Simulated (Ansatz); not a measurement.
Consider this structure.

```
CELL_PARAMETERS angstrom
4.13782 0.00000 0.00000
-2.06891 3.58346 0.00000
0.00000 0.00000 6.83923
ATOMIC_POSITIONS crystal
Si 0.33333 0.66667 0.06301
Si 0.66667 0.33333 0.56301
Si 0.33333 0.66667 0.43699
Si 0.66667 0.33333 0.93699
```

Question: Summarise the structure in words.

Answer: The element is silicon. Space group: P6_3/mmc (No. 194). Lattice: primitive hexagonal. Its structure type: hexagonal diamond (lonsdaleite type). The cell holds four atoms.

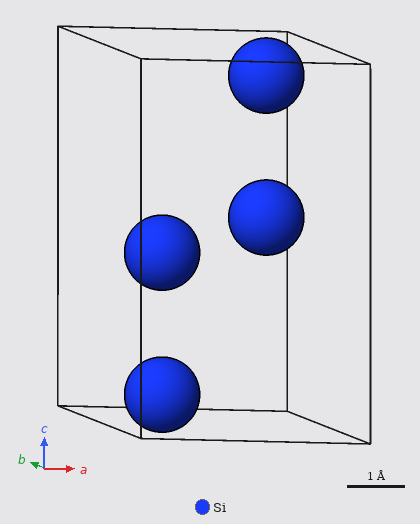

Spheres-only drawing of the structure, looking slightly off an axis. Thin lines show the conventional unit cell, with boundary atoms drawn in all their periodic places. Colours: silicon blue.

Its origin is a structure listed in the Materials Project. The cell was then strained or its atoms displaced on purpose. It went into a calculation with Ansatz.

At this level of theory the run's own cell isn't at rest (stretched, at -13 GPa), so its distances can differ from those at equilibrium, the more so the softer the solid.
